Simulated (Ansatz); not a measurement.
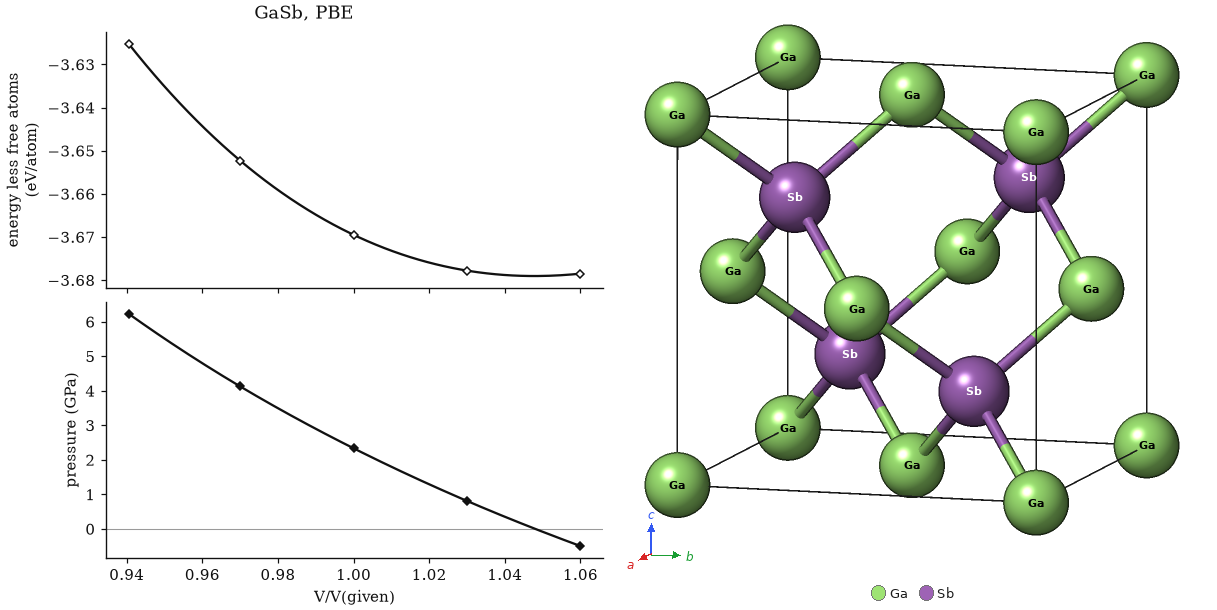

The picture above shows the energy less free atoms and pressure against V/V(given) for GaSb, space group F-43m (No. 216). The conventional cell is drawn beside the plot.

Structure:
```yaml
crystal:
  lattice:
    - [0.00000, 3.05900, 3.05900]
    - [3.05900, 0.00000, 3.05900]
    - [3.05900, 3.05900, 0.00000]
  atoms:
    - { symbol: Ga, position: [0.00000, 0.00000, 0.00000] }
    - { symbol: Sb, position: [0.75000, 0.75000, 0.75000] }
```

How it was computed, with Ansatz 0.2.0: periodic Kohn-Sham DFT of a crystal at fixed atoms, scaled to the stated factor times the given cell; pressure positive in compression, energy less spherical unpolarised free atoms. Level: PBE.

```csv
setting,value
method,all-electron LAPW
relativity,scalar
k mesh,9×9×9
occupations,Fermi–Dirac
smearing width,0.05 eV
basis error target,0.5 (meV/atom)
nucleus,Gaussian
```

V(given) is 28.62 Å³/atom.

Read off the course of the energy less free atoms.

Answer. It falls from −3.6252 eV/atom at V/V(given) 0.941 to −3.6785 eV/atom at 1.060.

How does the pressure vary with V/V(given)?

Answer. It falls from 6.231 GPa at V/V(given) 0.941 to −0.497 GPa at 1.060, and changes sign near 1.049.

Keep in mind: no spin-orbit coupling on heavy atoms; small gap, it may come from the mesh.

The computed values:

| V/V(given) | energy less free atoms (eV/atom) | pressure (GPa) |
| --- | --- | --- |
| 0.941 | −3.6252 | 6.231 |
| 0.970 | −3.6523 | 4.126 |
| 1.000 | −3.6695 | 2.334 |
| 1.030 | −3.6778 | 0.809 |
| 1.060 | −3.6785 | −0.497 |
